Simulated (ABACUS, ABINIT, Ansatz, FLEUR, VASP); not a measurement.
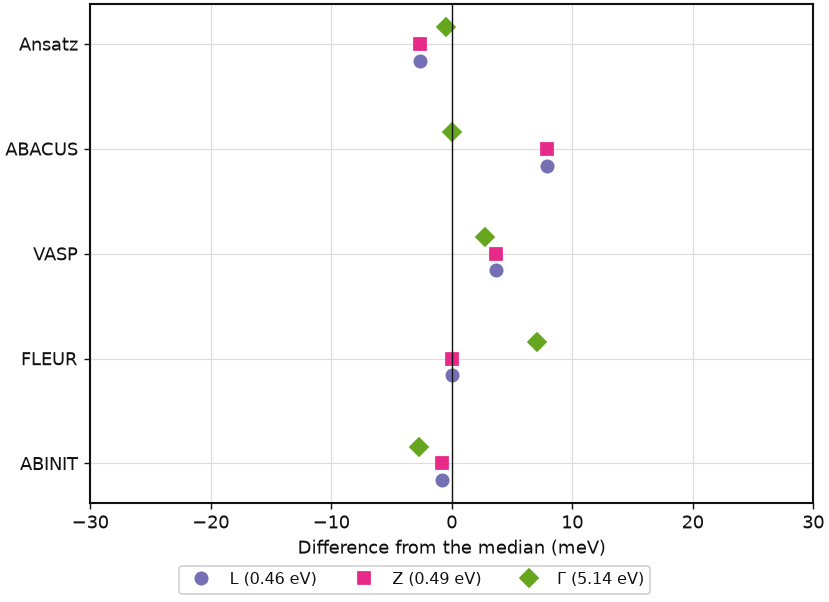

Lowest conduction level at each named k point, counted from the valence-band top at L, for PbS, space group R3m, 2 atoms in the primitive cell; a = 4.225 Å, c = 10.356 Å (hexagonal axes). Five programs ran PBE (no spin polarisation, no spin-orbit coupling) on the same cell and 8×8×8 k mesh. The plot shows each result less the median of the plane-wave and all-electron runs, which the legend gives. In reduced coordinates of the cell that was run, L is (0.5, 0, 0) and Z is (0.5, 0.5, 0.5).

What spread should one expect between these programs?

The plane-wave and all-electron programs (Ansatz, ABINIT, ABACUS, FLEUR and VASP) agree within 11 meV at these points.

| program | kind | valence electrons | L (eV) | Z (eV) | Γ (eV) |
| --- | --- | --- | --- | --- | --- |
| ABINIT | plane waves | 20 | 0.456 | 0.488 | 5.136 |
| FLEUR | all-electron | – | 0.456 | 0.488 | 5.146 |
| VASP | plane waves | 20 | 0.460 | 0.492 | 5.142 |
| ABACUS | plane waves | 20 | 0.464 | 0.496 | 5.139 |
| Ansatz | plane waves | 20 | 0.454 | 0.486 | 5.139 |

Settings. JTH PAW PBE v2.0, 599 eV cutoff, Fermi-Dirac smearing of 0.05 eV (ABINIT 10.8.3 (patched build)). all-electron, Fermi-Dirac smearing of 0.05 eV (FLEUR MaX-R8.1 (patched build s14)). VASP PAW PBE potentials, release 64 (Pb_d, S), 520 eV cutoff, Fermi-Dirac smearing of 0.05 eV (VASP). PseudoDojo NC SR 0.4.1 PBE standard, 857 eV cutoff, Fermi-Dirac smearing of 0.05 eV (ABACUS). Ansatz PAW, 420 eV cutoff, Fermi-Dirac smearing of 0.05 eV (Ansatz 0.2.0).

Spin-orbit coupling is left out, which matters for Pb and can close so small a gap. The usual form of PbS is rocksalt.
